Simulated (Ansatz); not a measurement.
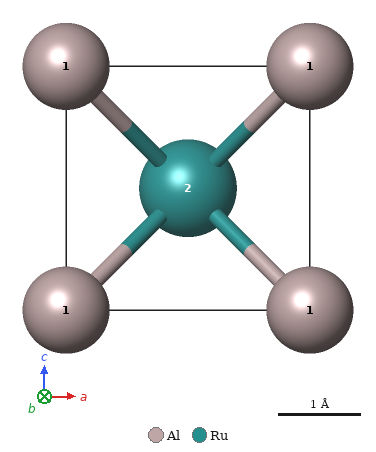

Crystalline AlRu (set up in Pm-3m), before the relaxation. The picture is a ball-and-stick view of the cell of the calculation, seen along the b axis.

The calculation used DFT PBEsol, scalar-relativistic, plane waves, PAW in Ansatz.

Input file:
```yaml
crystal:
  lattice:
    - [2.9916, 0.0, 0.0]
    - [0.0, 2.9916, 0.0]
    - [0.0, 0.0, 2.9916]
  atoms:
    - { symbol: Al, position: [0.0, 0.0, 0.0] }
    - { symbol: Ru, position: [0.5, 0.5, 0.5] }
basis:
  ecutwfc: 420
kpoints:
  mp_grid: { grid: [14, 14, 14] }
hamiltonian:
  xc: pbesol
scf:
  occupations: { method: gaussian, width: 0.1 }
output:
  forces: true
  stress: true
  eigenvalues: true
relax:
  adjacent_minimum: "off"
  f_tol: 0.005
  max_steps: 80
  cell: { stress_tol: 0.05 }
```

Launched with:
```bash
ansatz run input.yaml --threads 4 --pin off --max-ram 11264MiB --backend cpu --events-out ev --progress --plain --runs-dir out
```

What does the optimiser find from here?

Answer. The atoms keep their places relative to the cell (all moves are under 0.005 Å). The volume changes by −1.5 %, with a = b = c 2.992 → 2.976 Å (−0.5 %). Among the contacts that change: Al1–Ru2 2.591 → 2.578 Å. The space group stays Pm-3m (No. 221). Over 2 accepted moves (3 points after the start) the energy falls by 2.1 meV per atom. All forces vanish by symmetry, so only the cell relaxes. Pressure: −3.26 GPa at the start and −0.02 GPa at the end. The SCF was repeated once at an unchanged geometry on a basis and grid sized afresh for the cell, which shifted the energy by 0.1 meV per atom at most.
